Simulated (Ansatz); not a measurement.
Structure (in its standard cell), coordinates from a relaxation with Ansatz 0.2.0, DFT, RPBE, plane waves (420 eV) with PAW, scalar-relativistic; the starting structure was generated, so it need not be a known form of this composition:

```
Ta
1.0
     2.96013    0.00000    0.00000
    -1.48006    2.56354    0.00000
     0.00000    0.00000   10.08241
Ta
4
Direct
  0.00000 0.00000 0.00000
  0.00000 0.00000 0.50000
  0.33333 0.66667 0.25000
  0.66667 0.33333 0.75000
```

Q: Predict the [100] zone-axis pattern (120 kV, kinematic, B = 0.3 Å²).

A: The spots form a rectangular net whose two shortest vectors correspond to d = 10.08 Å and 2.56 Å, 90.0° apart. They are 0 0 1 (itself extinct) and 0 1 0. The pattern has symmetry 2mm. A screw axis and a glide plane both extinguish reflections such as 0 0 1, 0 0 3, 0 0 5; reflections such as 0 3 -1, 0 3 1, 0 3 -3 are allowed by the space group but vanish because the atoms sit on special positions; reflections such as 0 0 2, 0 0 6, 0 0 10 are allowed but too weak to see at this display level.

Strongest reflections with d > 0.95 Å, one of each family (|F|² from tabulated Gaussian fits of the electron scattering factors, times a small damping for the curvature of the Ewald sphere):

```tsv
hkl	d (Å)	I (strongest = 100)
0 0 4	2.521	100
0 1 2	2.285	48
0 0 8	1.260	27
0 1 6	1.405	19
0 1 1	2.484	18
0 2 2	1.242	15
```

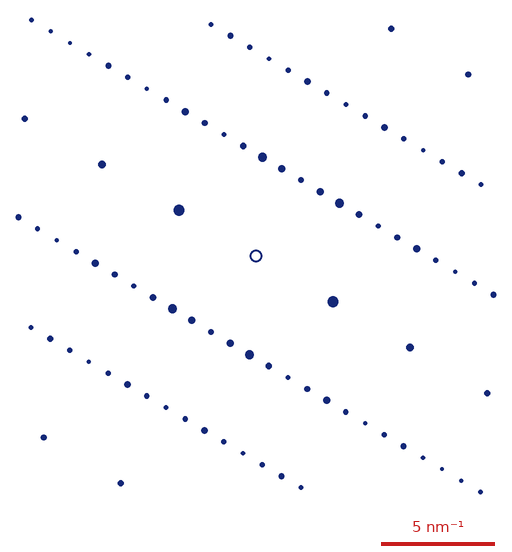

Calculated pattern, seen from the source side with [100] pointing towards the source.
